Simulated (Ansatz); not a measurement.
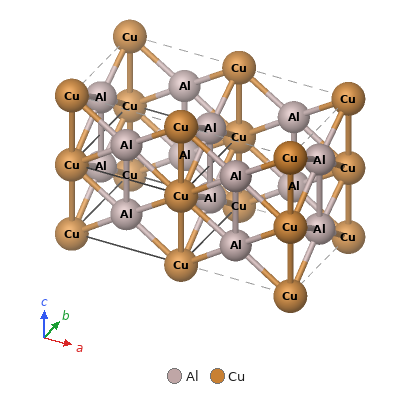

Shown here is a ball-and-stick view of the crystal, taken from a general direction. 2×1×2 cells are drawn; the solid outline is the conventional unit cell.

Al₂Cu, space group Pmm2 (No. 25), a = 4.11 Å, b = 4.13 Å, c = 2.73 Å, α = 90.00°, β = 90.00°, γ = 90.00°.

Theory: DFT PBEsol, scalar-relativistic, plane waves, PAW in Ansatz 0.2.0. Numerical settings: a plane-wave cutoff of 420 eV, a 10×10×14 grid in reciprocal space, Gaussian smearing of 0.1 eV, no spin polarisation.

Is the electronic structure metallic or gapped?

A metal: bands cross the Fermi level.

How far is the cell from zero pressure?

The computed pressure is 3.3 GPa (compressed: it would expand). The stress isn't hydrostatic: its largest component is 6.1 GPa.

The cell started as a structure listed in the Materials Project. The cell was then strained or its atoms displaced on purpose. It was run through Ansatz as a DFT input.
